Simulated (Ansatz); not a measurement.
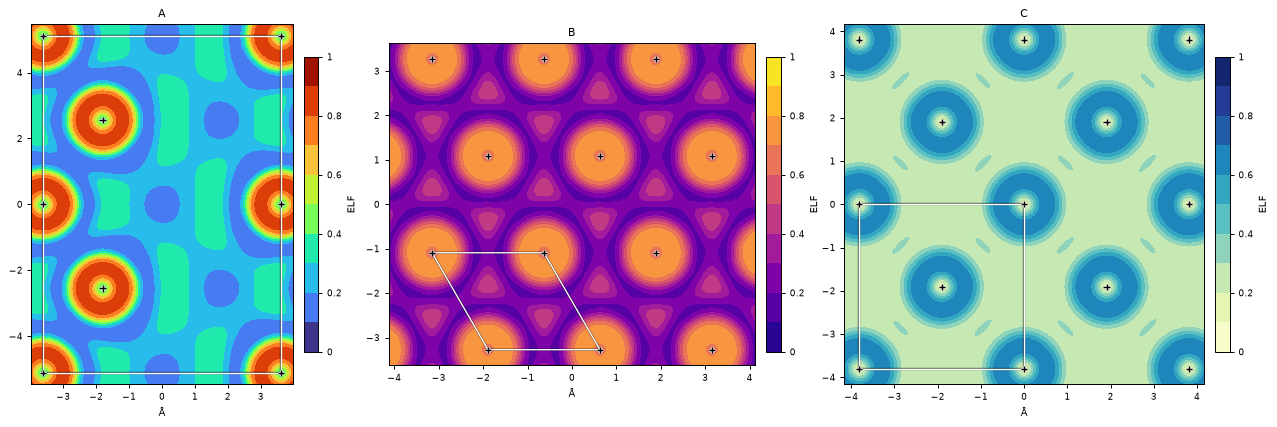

The ELF of 3 systems, each on a plane through atoms (crosses mark nuclei in the plane).

Level of theory: Ansatz, DFT, PBE, plane waves (420 eV) with PAW, scalar-relativistic.

System 1: Ru, the (100) plane of the conventional cell. Space group Fm-3m; set up as Ru, fcc; a generated structure, not necessarily the stable one; changed on purpose from its base cell (volume × 1.0); the program warned that a starting moment wasn't kept; spin-polarised, but the moments vanished.

```yaml
crystal:
  lattice:
    - [3.81131, 0.00000, 0.00000]
    - [0.00000, 3.81131, 0.00000]
    - [0.00000, 0.00000, 3.81131]
  atoms:
    - { symbol: Ru, position: [0.00000, 0.00000, 0.00000] }
    - { symbol: Ru, position: [0.50000, 0.50000, 0.00000] }
    - { symbol: Ru, position: [0.50000, 0.00000, 0.50000] }
    - { symbol: Ru, position: [0.00000, 0.50000, 0.50000] }
```

System 2: Y, the (101) plane of the conventional cell. Space group Fd-3m; set up as Y, diamond; a generated structure, not necessarily the stable one; changed on purpose from its base cell (volume × 1.08); the program warned that a starting moment wasn't kept; spin-polarised, but the moments vanished.

System 3: V, the (001) plane of the conventional cell. Space group P6₃/mmc; set up as V, dhcp; a generated structure, not necessarily the stable one; changed on purpose from its base cell (volume × 0.88); computed pressure about 29 GPa in this cell; the program warned that a starting moment wasn't kept; spin-polarised, but the moments vanished.

```cif
data_structure
_symmetry_space_group_name_H-M 'P 1'
_symmetry_Int_Tables_number 1
_cell_length_a 2.5199
_cell_length_b 2.5199
_cell_length_c 8.8638
_cell_angle_alpha 90.000
_cell_angle_beta 90.000
_cell_angle_gamma 120.000
_cell_volume 48.74
loop_
_atom_site_label
_atom_site_type_symbol
_atom_site_fract_x
_atom_site_fract_y
_atom_site_fract_z
_atom_site_occupancy
V1 V 0.00000 0.00000 0.00000 1
V2 V 0.00000 0.00000 0.50000 1
V3 V 0.33333 0.66667 0.25000 1
V4 V 0.66667 0.33333 0.75000 1
```

**Match each panel to its system.**

Panel A is system 2, Y: the plane holds Y. Y–Y (3.13 Å): the ELF is about 0.10 at the midpoint (no shared electron pair shows on this line). Panel B is system 3, V: the plane holds V. V–V (2.52 Å): the ELF is about 0.25 at the midpoint; no shared electron pair shows on this line. Panel C is system 1, Ru: the plane holds Ru. Ru–Ru (2.70 Å): the ELF is about 0.30 at the midpoint.
